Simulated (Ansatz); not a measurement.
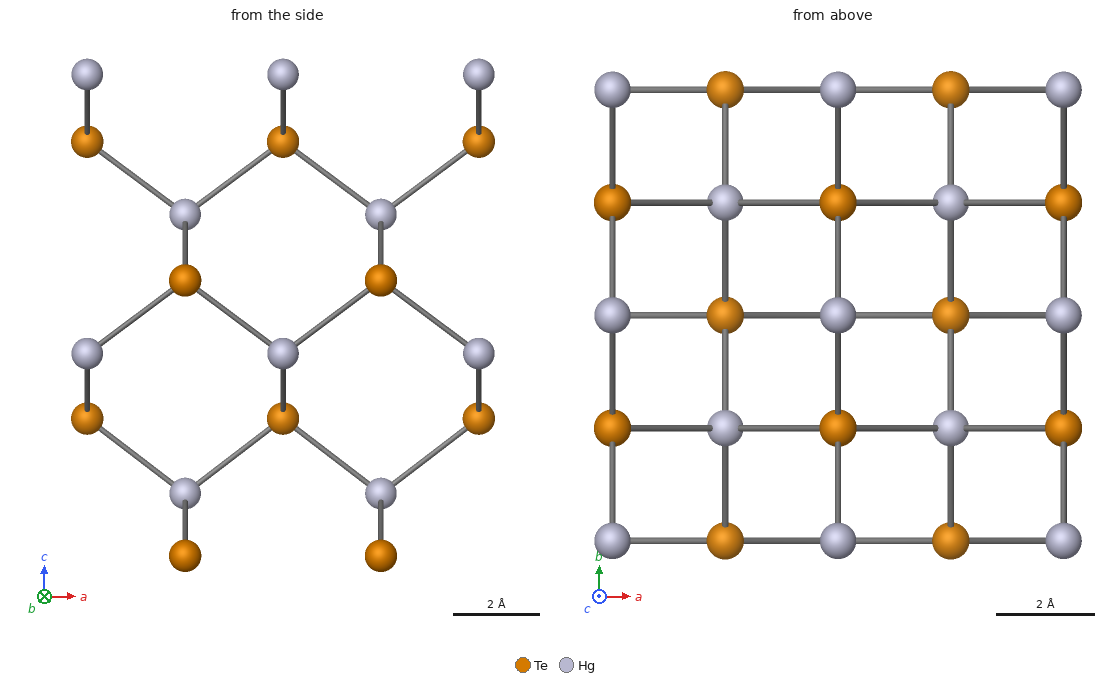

A ball-and-stick picture of a periodic slab, seen from the side and from above. The surface normal points up in side views; the vacuum is left out. 2×2 cells are drawn in the plane, with atoms at the edges repeated.

The cell holds 4 Hg, 4 Te. The slab was cut from bulk HgTe (F-43m).

Question: Name the terminations.

Answer: The top face ends in Hg, the bottom face in Te. The faces differ, so the slab can carry a dipole.

Question: What is the slab's thickness, atom centre to atom centre?

Answer: About 11 Å from the lowest to the highest atom.

Question: State the number of planes and their content from above.

Answer: Eight planes: Hg / Te / Hg / Te / Hg / Te / Hg / Te.

Question: Along which plane was the crystal cut?

Answer: (1 0 0).

Theory: DFT PBEsol, scalar-relativistic, plane waves, PAW (Ansatz 0.2.0). Numerical settings: a cutoff energy of 420 eV, an 8×8×1 k-point grid, Gaussian smearing of 0.1 eV, no spin polarisation.

Question: How large is the work function at the top and at the bottom?

Answer: 4.23 eV at the top and 5.67 eV at the bottom.

Origin of the cell: a structure type filled with these elements by a generator (whether the compound takes this form wasn't checked); a slab was cut from it. The atoms were relaxed in a fixed cell with DFT PBEsol, scalar-relativistic, plane waves, PAW in Ansatz 0.2.0.
